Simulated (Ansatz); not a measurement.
# Sn15S16 (cell with a defect): what the fields show

```
Sn S
1.0
     0.00000    0.00000    8.90841
     0.00000    8.04657   -4.45420
   -11.44550    0.00000    0.00000
Sn S
15 16
Direct
  0.60938 0.12257 0.87187
  0.38198 0.62598 0.87342
  0.87506 0.61812 0.87505
  0.49068 0.37581 0.63905
  0.00320 0.36194 0.62250
  0.76451 0.88199 0.62199
  0.23764 0.86806 0.63893
  0.24296 0.12737 0.38561
  0.75161 0.12782 0.37447
  0.50102 0.63048 0.37709
  0.99737 0.62513 0.37828
  0.61637 0.37370 0.12078
  0.12979 0.37835 0.11763
  0.88096 0.87843 0.11696
  0.37073 0.88204 0.12129
  0.29519 0.12746 0.15118
  0.80892 0.12877 0.14805
  0.55478 0.62782 0.14880
  0.05500 0.62839 0.14992
  0.67784 0.37623 0.34900
  0.17860 0.38096 0.34776
  0.92536 0.87488 0.34769
  0.42993 0.87933 0.34902
  0.07993 0.12247 0.63609
  0.56129 0.12264 0.64593
  0.32013 0.61444 0.64350
  0.82754 0.62981 0.64401
  0.47489 0.38830 0.85876
  0.93245 0.36227 0.84877
  0.69431 0.88212 0.84901
  0.20933 0.84523 0.85859
```

The program warned that a starting moment wasn't kept; spin-polarised, but the moments vanished.

Theory: DFT PBE, scalar-relativistic, plane waves, PAW (Ansatz).

Core electrons are frozen (PAW), and the valence fields are smoothed inside the atomic spheres.

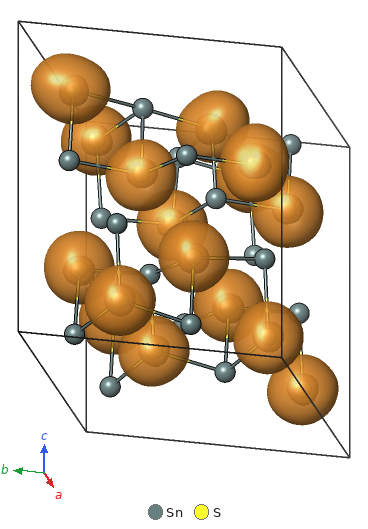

Figure 1. Isosurface of the electron localisation function at 0.7 (orange), seen at an oblique angle. Core shells and regions of very low density are left out. Sticks mark near contacts.

Identify the bonds, lone pairs and shells in this picture.

Answer. At this value the surface marks out 16 regions wrapped around S (the valence shell of each), counted in one cell of 31 atoms. Regions shared between cells count once. Profiles from the grid: Sn–S (2.52 Å): the ELF peaks at about 0.85 in the valence shell of S, 0.9 Å from its nucleus, and is about 0.50 at the midpoint. Sn–S (2.61 Å): the ELF peaks at about 0.85 in the valence shell of S, 0.8 Å from its nucleus, and is about 0.50 at the midpoint.

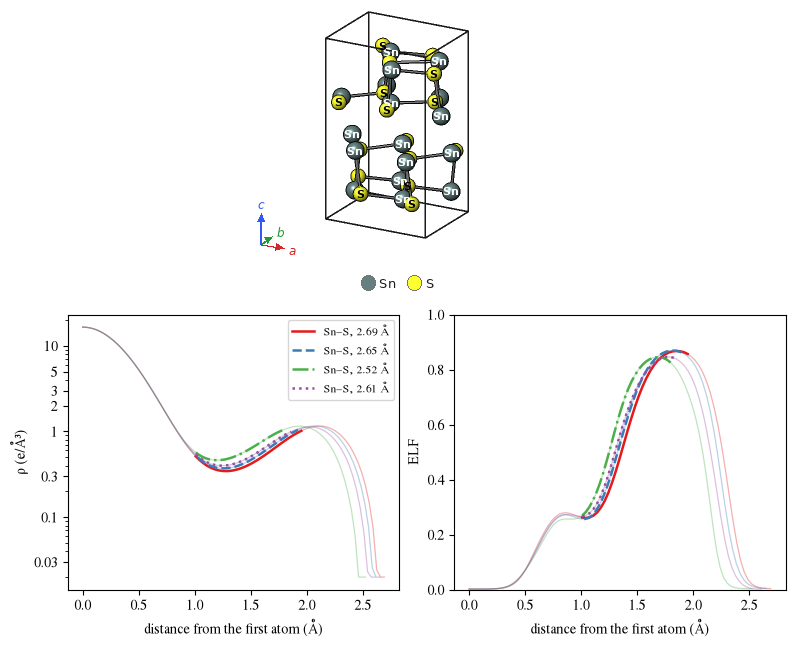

Figure 2. Valence pseudo-density and ELF along straight lines between neighbouring atoms. Thin, pale parts lie inside the atomic spheres. The structure is drawn too.

What can be read from the curves?

Answer. Sn–S (2.69 Å): ρ is about 0.35 e/Å³ halfway; the ELF peaks at about 0.85 in the valence shell of S, 0.8 Å from its nucleus, and is about 0.50 at the midpoint.
Sn–S (2.65 Å): the density is about 0.38 e/Å³ at the midpoint; the ELF peaks at about 0.85 in the valence shell of S, 0.8 Å from its nucleus, and is about 0.50 at the midpoint.
Sn–S (2.52 Å): ρ is about 0.47 e/Å³ halfway; the ELF peaks at about 0.85 in the valence shell of S, 0.9 Å from its nucleus, and is about 0.50 at the midpoint.
Sn–S (2.61 Å): ρ at the midpoint is about 0.41 e/Å³; the ELF peaks at about 0.85 in the valence shell of S, 0.8 Å from its nucleus, and is about 0.50 at the midpoint.

Does the calculation give a band gap?

Answer. It is metallic or semimetallic at this level of theory: no gap opens.
